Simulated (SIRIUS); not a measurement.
**Sb: 7 runs along one coordinate**

System: Sb (2 atoms in the cell).
Method: Kohn-Sham DFT of a periodic cell, PBEsol, dojo-sr-pbesol-0.4.1-standard, no spin polarisation (SIRIUS 7.12.0).

The 7 runs differ only in the geometry, by an even scaling of the cell at fixed fractional positions. The structure derives from an entry of the Crystallography Open Database.

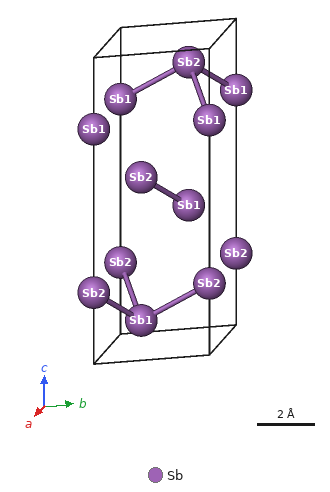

Figure 1. The structure of run 4 (ball-and-stick view of the cell 3 times as large as that of the calculation, set on its symmetry axes, seen slightly off an axis; atoms are numbered from 1 in the order of the input). An atom can appear more than once, as a periodic image.

### Input of run 4
```
{
  "control": {
    "processing_unit": "cpu",
    "verbosity": 2,
    "num_bands_to_print": 23,
    "print_forces": true,
    "print_stress": true
  },
  "parameters": {
    "electronic_structure_method": "pseudopotential",
    "xc_functionals": ["XC_GGA_X_PBE_SOL", "XC_GGA_C_PBE_SOL"],
    "gk_cutoff": 9.0,
    "pw_cutoff": 18.0,
    "ngridk": [8, 8, 8],
    "shiftk": [0, 0, 0],
    "smearing": "fermi_dirac",
    "smearing_width": 0.0018374661,
    "num_bands": 23,
    "num_mag_dims": 0,
    "num_dft_iter": 100,
    "energy_tol": 1e-08,
    "density_tol": 1e-06
  },
  "iterative_solver": {
    "type": "davidson",
    "min_tolerance": 1e-10
  },
  "mixer": {
    "type": "anderson",
    "beta": 0.7,
    "max_history": 8
  },
  "settings": {
    "tol_ne": 1e-10,
    "pseudo_grid_cutoff": 6.5
  },
  "unit_cell": {
    "lattice_vectors": [
      [4.070848017669, 2.350305198853, 7.101590776344],
      [-4.070848017669, 2.350305198853, 7.101590776344],
      [0.0, -4.700610397707, 7.101590776344]
    ],
    "atom_coordinate_units": "lattice",
    "atom_types": ["Sb"],
    "atom_files": {
      "Sb": "Sb.json"
    },
    "atoms": {
      "Sb": [
        [0.76651, 0.76651, 0.76651],
        [0.23349, 0.23349, 0.23349]
      ]
    }
  }
}
```

Command:
```bash
upf_to_json Sb.upf
OMP_NUM_THREADS=4 sirius.scf --input=sirius.json --output=out.json --task=0
```

Lattice vectors (Å) and fractional positions of run 4:
```
   2.154200    1.243728    3.758000
  -2.154200    1.243728    3.758000
   0.000000   -2.487456    3.758000
Sb  0.766510  0.766510  0.766510
Sb  0.233490  0.233490  0.233490
```

Run 5 differs from it as follows:
```diff
-      [4.070848017669, 2.350305198853, 7.101590776344],
-      [-4.070848017669, 2.350305198853, 7.101590776344],
-      [0.0, -4.700610397707, 7.101590776344]
+      [4.097808061688, 2.365870587593, 7.148622549419],
+      [-4.097808061688, 2.365870587593, 7.148622549419],
+      [0.0, -4.731741175186, 7.148622549419]
```

### Results, with one run withheld

| run | volume per atom (Å³) | free energy per atom, from the lowest run given (meV) | pressure (GPa) |
| --- | --- | --- | --- |
| 1 | 28.393 | 22.84 | 4.13 |
| 2 | 28.998 | 9.96 | 2.60 |
| 3 | 29.602 | 2.55 | 1.23 |
| 4 | 30.206 | 0.00 | 0.01 |
| 5 | 30.810 | ? | ? |
| 6 | 31.414 | 7.53 | −2.06 |
| 7 | 32.018 | 16.75 | −2.93 |

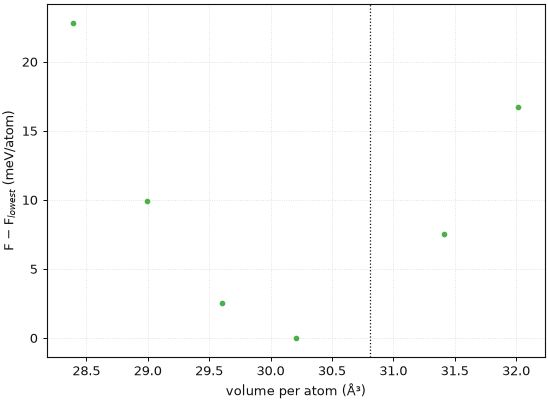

Figure 2. Free energy per atom of the runs given; the dotted line marks run 5.

Fit the runs given and predict run 5.

A cubic polynomial in V^(−2/3) (the Birch–Murnaghan form), fitted to the 6 runs given, misses them by under 0.01 meV per atom. With x = V^(−2/3) − 0.10344 Å⁻², it reads F = 0.2017 + 985.62 x + 1.153e+06 x² + 2.8091e+06 x³ (meV per atom). At run 5 it gives 1.81 meV per atom, and the run itself gives 1.82. The slope of the fit gives a pressure −dF/dV of −1.02 GPa there, and the run prints −1.08 GPa. The two needn't agree exactly: the fit is approximate, and the printed stress is taken on a finite basis. The fit has its minimum at 30.246 Å³ per atom, where V d²F/dV² gives 57.4 GPa. Cell shape and fractional positions are held, so this is the stiffness under even scaling; the relaxed bulk modulus wasn't computed.

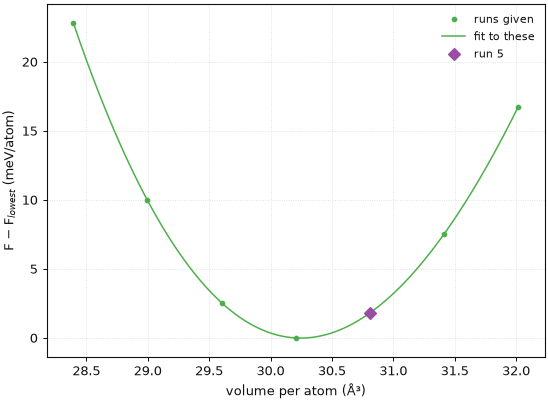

Figure 3. The fit and the withheld run.

### Some lines of the output (run 5)
```
[...]
[find] Efermi                         :       0.37187315
[find] Total energy                   :    -181.56594973 (Ha),    -363.13189946 (Ry)
[find] Free energy (E-TS)             :    -181.56605154 (Ha),    -363.13210308 (Ry)
[find] Efermi                         :       0.37187305
[find] Free energy (E-TS)             :    -181.56605155 (Ha),    -363.13210309 (Ry)
[find] Efermi                         :       0.37187301
[find] Total energy                   :    -181.56594973 (Ha),    -363.13189947 (Ry)
[find] Free energy (E-TS)             :    -181.56605155 (Ha),    -363.13210310 (Ry)
[find] Efermi                         :       0.37187302
[find] Efermi                         :       0.37187303
[find] Efermi                         :       0.37187308
[find] Efermi                         :       0.37187309
[find] Efermi                         :       0.37187306
[find] Efermi                         :       0.37187293
```
